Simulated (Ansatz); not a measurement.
The Ansatz input:

```
crystal:
  lattice:
    - [3.2517897414, 0.0, 0.0]
    - [0.0, 3.2517897414, 0.0]
    - [0.0, 0.0, 23.5035794827]
  atoms:
    - { symbol: Ti, position: [0.5, 0.5, 0.3616470422] }
    - { symbol: Ti, position: [0.0, 0.0, 0.4308235211] }
    - { symbol: Ti, position: [0.5, 0.5, 0.5] }
    - { symbol: Ti, position: [0.0, 0.0, 0.5691764789] }
    - { symbol: Ti, position: [0.5, 0.5, 0.6383529578] }
basis:
  ecutwfc: 500
kpoints:
  mp_grid: { grid: [9, 9, 1] }
hamiltonian:
  xc: r2scan
scf:
  occupations: { method: gaussian, width: 0.1 }
output:
  forces: true
  eigenvalues: true
  write_density: true
  write_potential: true
  elf: true
  volumetric_format: npy
relax:
  adjacent_minimum: "off"
  f_tol: 0.03
  max_steps: 70
  constraints: [{ sites: [0, 1] }]
efield:
  axis: 3
  dipole_correction: true
  ramp_width: 0.04
```

Command:
```bash
ansatz run input.yaml --threads 2 --pin off --max-ram 5120MiB --backend cpu --events-out ev --progress --plain --runs-dir out
```

What does the potential across the slab give for the work function?

The work function is 3.24 eV, the same on both faces. The two vacuum levels agree, so the slab has no net dipole along its normal. The outermost atoms are 6.1 Å apart, which leaves 17.4 Å of vacuum in a cell 23.5 Å high.

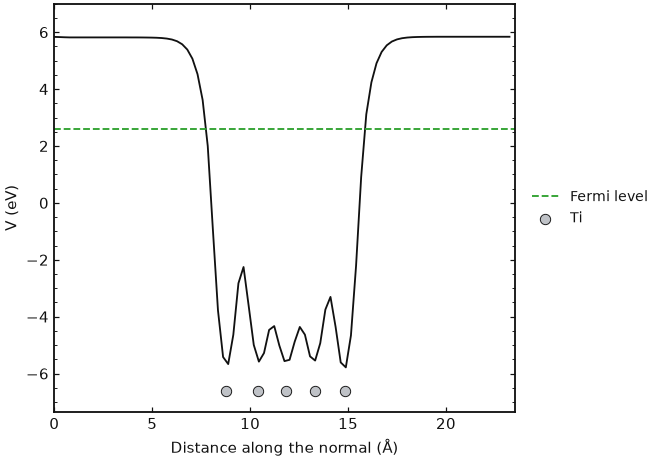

Plane-averaged electrostatic potential energy of an electron across the slab; circles at the bottom mark the heights of the atoms (positions after relaxation).
